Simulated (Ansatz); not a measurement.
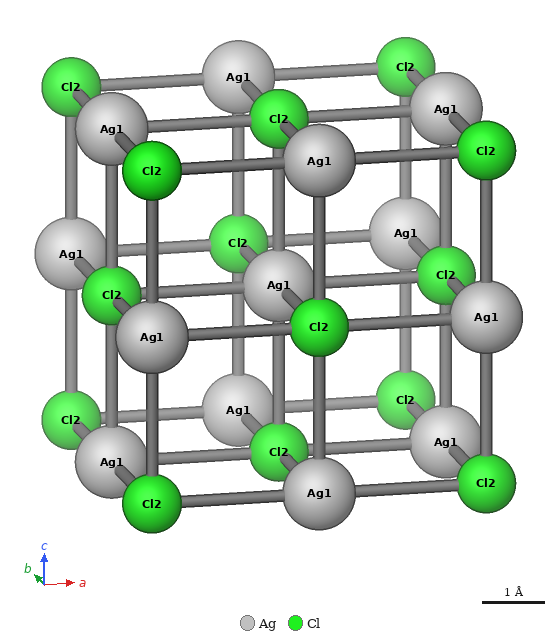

Reference structure: a symmetric starting cell of AgCl. A ball-and-stick model of the conventional cell (4 times the calculation's cell), seen slightly off an axis. Lengths and directions refer to the drawn axes.

Computed with DFT PBEsol, scalar-relativistic, plane waves, PAW (Ansatz). (plane-wave cutoff 420 eV; k-point mesh 8 × 8 × 8; occupations gaussian; smearing width 0.02 eV; no spin polarisation)

Change: All lengths are scaled by +1.0 % (volume +2.9 %), the atoms keeping their fractional coordinates. No relaxation follows. The starting cell wasn't computed here and needn't be at equilibrium, so pressure and forces aren't due to the change alone.

> What does the calculation give for the changed structure?

Near-neighbour distances before and after: Ag–Cl 2.773 → 2.800 Å. The space group stays Fm-3m (No. 225). The pressure is −3.7 GPa (not all of it need come from the change, since the unchanged cell can be under pressure at this level too). All forces vanish by symmetry.
